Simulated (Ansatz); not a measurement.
ZrSiO

Input file:

```
crystal:
  lattice:
    - [3.2751197699, 0.0, 0.0]
    - [0.0, 3.2751197699, 0.0]
    - [0.0, 0.0, 7.252483563]
  atoms:
    - { symbol: Zr, position: [0.5, 0.0, 0.30841] }
    - { symbol: Zr, position: [0.0, 0.5, 0.69159] }
    - { symbol: Si, position: [0.0, 0.0, 0.0] }
    - { symbol: Si, position: [0.5, 0.5, 0.0] }
    - { symbol: O, position: [0.5, 0.0, 0.611294] }
    - { symbol: O, position: [0.0, 0.5, 0.388706] }
hamiltonian:
  xc: pbe
  pseudopotentials: { kind: paw }
kpoints:
  mp_grid: { grid: [8, 8, 4] }
scf:
  occupations: { method: fermi_dirac, width: 0.05 }
output:
  forces: true
  stress: true
  eigenvalues: true
  write_density: true
  write_potential: true
  elf: true
  volumetric_format: npy
```

Launched as:

```sh
ansatz run input.yaml --threads 2 --pin off --max-ram 5120MiB --backend cpu --events-out ev --progress --plain --runs-dir out
```

Below, planes, directions and counts refer to the conventional cell (a = 3.28 Å, b = 3.28 Å, c = 7.25 Å, α = 90.00°, β = 90.00°, γ = 90.00°).

Space group P4/nmm; a structure from a database of computed crystals, not necessarily the ambient phase; computed pressure about 6 GPa in this cell.

Computed with Kohn-Sham DFT of a periodic cell, PBE, Ansatz PAW in Ansatz 0.2.0.

The density is the valence pseudo-density of a PAW calculation; it isn't the true density close to the nuclei.

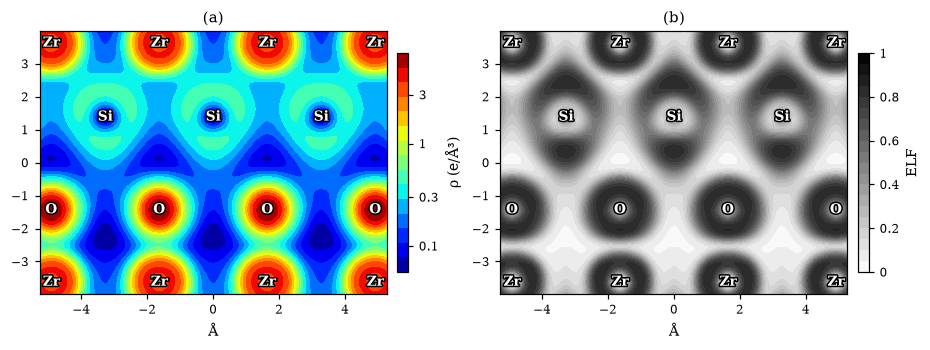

Figure 1. (a) valence pseudo-density; (b) ELF on the (100) plane of the conventional cell.

What do the fields say about this system?

The section cuts through Zr, Si and O sites. Zr–O (2.20 Å): the density is about 0.53 e/Å³ at the midpoint; the ELF peaks at about 0.85 in the valence shell of O, 0.6 Å from its nucleus, and drops to about 0.15 between the two atoms (no localised pair shows between them). Zr–Si (2.77 Å): ρ at the midpoint is about 0.32 e/Å³; the ELF peaks at about 0.75 in the valence shell of Si, 1.0 Å from its nucleus, and is about 0.40 at the midpoint. Between the atoms the lowest density in this plane is 0.06 e/Å³. The features right at Zr lie inside the PAW spheres, where the map follows smoothed inner orbitals and isn't to be read closely.

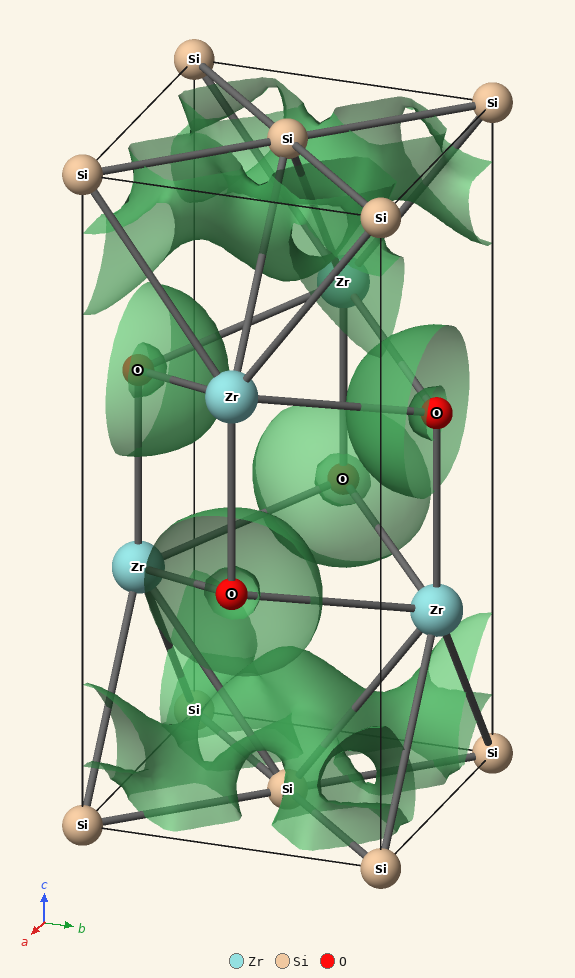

Figure 2. Isosurface of the ELF at 0.6 (green), seen at an oblique angle. Only the valence region is drawn (cores and ρ < 0.01 e/Å³ removed). Sticks mark near contacts.

Identify the bonds, lone pairs and shells in this picture.

At this value the surface marks out two regions wrapped around O (the valence shell of each) and sheets that run through the cell in two directions, counted in one cell of 6 atoms. Any copies at cell faces, edges or corners count once. Profiles from the grid: Si–Si (2.32 Å): the ELF peaks at about 0.80 between the atoms.

Metal or insulator at this level of theory?

It is metallic or semimetallic at this level of theory: no gap opens.
